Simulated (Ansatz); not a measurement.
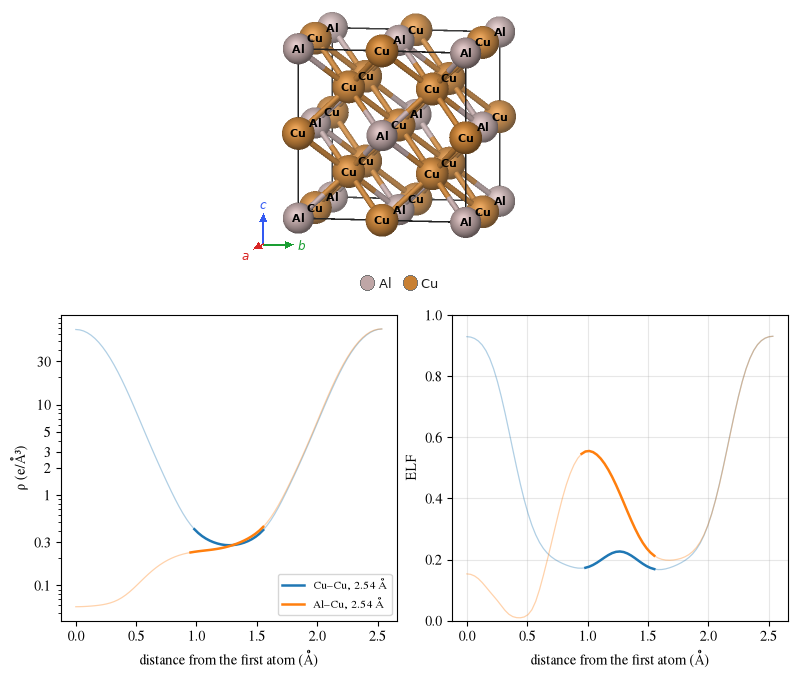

*AlCu$_{3}$. Valence pseudo-density and electron localisation function along straight lines between neighbouring atoms. Thin, pale parts lie inside the atomic spheres. The structure is drawn too.*

Space group Fm-3m; a structure from a database of computed crystals, not necessarily the ambient phase; computed pressure about −11 GPa in this cell; computed without spin polarisation.

Theory: DFT LDA, scalar-relativistic, plane waves, PAW (Ansatz).

Core electrons are frozen (PAW), and the valence fields are smoothed inside the atomic spheres.

```yaml
crystal:
  lattice:
    - [5.85438, 0.00000, 0.00000]
    - [0.00000, 5.85438, 0.00000]
    - [0.00000, 0.00000, 5.85438]
  atoms:
    - { symbol: Al, position: [0.00000, 0.00000, 0.00000] }
    - { symbol: Al, position: [0.50000, 0.50000, 0.00000] }
    - { symbol: Al, position: [0.50000, 0.00000, 0.50000] }
    - { symbol: Al, position: [0.00000, 0.50000, 0.50000] }
    - { symbol: Cu, position: [0.50000, 0.00000, 0.00000] }
    - { symbol: Cu, position: [0.00000, 0.50000, 0.00000] }
    - { symbol: Cu, position: [0.00000, 0.00000, 0.50000] }
    - { symbol: Cu, position: [0.50000, 0.50000, 0.50000] }
    - { symbol: Cu, position: [0.25000, 0.25000, 0.25000] }
    - { symbol: Cu, position: [0.75000, 0.75000, 0.25000] }
    - { symbol: Cu, position: [0.75000, 0.25000, 0.75000] }
    - { symbol: Cu, position: [0.25000, 0.75000, 0.75000] }
    - { symbol: Cu, position: [0.75000, 0.25000, 0.25000] }
    - { symbol: Cu, position: [0.25000, 0.75000, 0.25000] }
    - { symbol: Cu, position: [0.25000, 0.25000, 0.75000] }
    - { symbol: Cu, position: [0.75000, 0.75000, 0.75000] }
```

**What can be read from the curves?**

Cu–Cu (2.54 Å): ρ is about 0.28 e/Å³ halfway; the ELF is about 0.25 at the midpoint: no shared electron pair shows on this line.
Al–Cu (2.54 Å): the density is about 0.27 e/Å³ at the midpoint; the ELF is about 0.40 at the midpoint.
